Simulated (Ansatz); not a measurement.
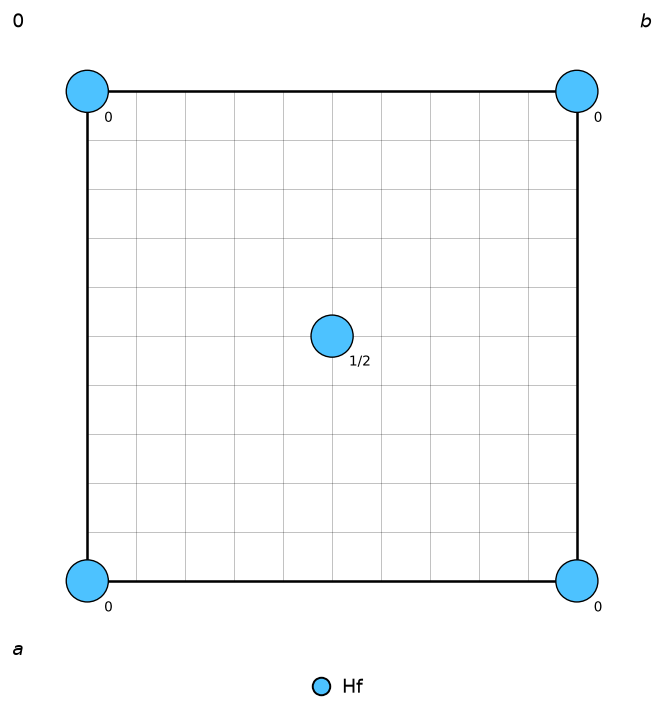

Plan of a unit cell projected along c (a down the page, b across); the numbers are heights as fractions of c, and atoms on the cell's edges are repeated. The grid marks tenths of a and b. Source: the input geometry of an electronic-structure calculation (not necessarily at equilibrium); the starting structure was generated, so it need not be a known form of this composition. Symmetry computed with spglib at a tolerance of 0.002 Å; standard conventional cell.

a = 3.542 Å, b = 3.542 Å, c = 3.542 Å, α = 90.00°, β = 90.00°, γ = 90.00°.

What does the cell contain?

Answer. 2 Hf: Hf, Z = 2.

Which space group?

Answer. No. 229, Im-3m, body-centred cubic.

Give the fractional coordinates of all atoms, to two places.

Answer.
```tsv
atom	x	y	z
Hf	0.00	0.00	0.00
Hf	0.50	0.50	0.50
```
